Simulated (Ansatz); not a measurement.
System: Na, space group Pm-3m (No. 221) (one of a set of cubic test structures, which need not be the stable phase).

Calculation (Ansatz 0.2.0 development build): equation of state of a cubic crystal from periodic Kohn-Sham density functional theory without spin, third-order Birch-Murnaghan fit to the free energies; pressure corrected for the finite basis. Level: PBE.

structure type simple cubic; atoms in cell 1; space group number 221; lattice centring simple cubic; k mesh 32×32×32; occupation method Fermi–Dirac; occupation width 0.06123 eV; wave cutoff 420 eV; datasets soft-1 PAW; density tolerance 1e−07 eV; bands 9; density cutoff ratio 4; search for lower states default.

Predict the energy above the lowest point and pressure against volume. The volume takes the values 37.37, 38.17, 38.96, 39.76, 40.55, 41.35, 42.14 Å³/atom.

A third-order Birch–Murnaghan fit gives V0 = 39.71 Å³/atom, B0 = 6.17 GPa and B′ = 3.7. The energy above the lowest point is 2.905 meV/atom at volume 37.37 Å³/atom and 2.620 meV/atom at 42.14 Å³/atom; the lowest computed point is at volume 39.76 Å³/atom (0.000 meV/atom), in a single well. The pressure falls from 0.42 GPa at volume 37.37 Å³/atom to −0.33 GPa at 42.14 Å³/atom, and changes sign near 39.70 Å³/atom.

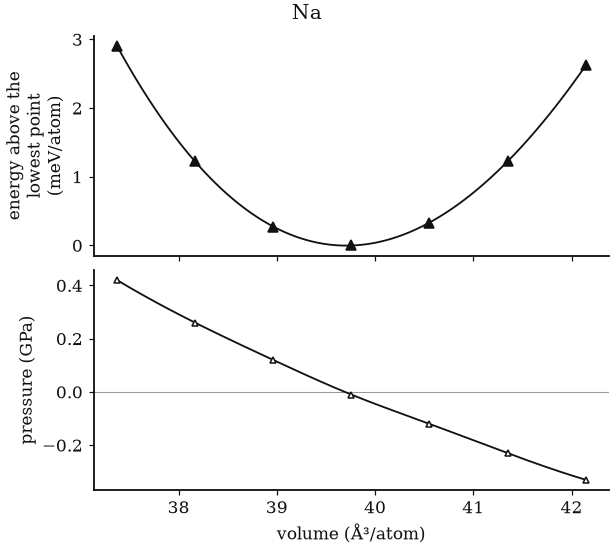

Note: cubic model structure, not the ambient form.
